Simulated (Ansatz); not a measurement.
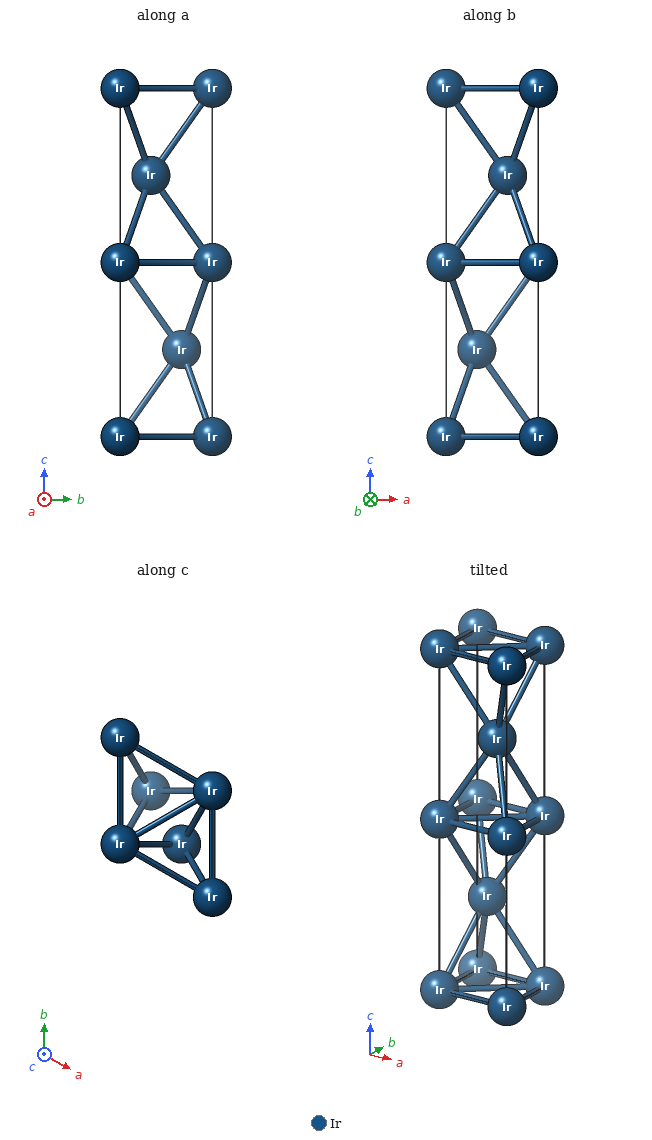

The figure gives a ball-and-stick picture of the atoms, viewed along the a axis, along the b axis, along the c axis and slightly off an axis. The outline marks the conventional unit cell.

Lattice parameters: a = 2.720 Å, b = 2.720 Å, c = 8.891 Å, α = 90.00°, β = 90.00°, γ = 120.00°.

Record the structure as a table of Wyckoff sites.

Space group P6_3/mmc (No. 194).
```tsv
atom	site	x	y	z
Ir	2a	0.0000	0.0000	0.0000
Ir	2c	0.3333	0.6667	0.2500
```

The initial geometry was a structure type filled with this element by a generator (whether the element takes this form wasn't checked). The geometry was optimised with DFT, r2SCAN, plane waves (500 eV) with PAW, scalar-relativistic (Ansatz).
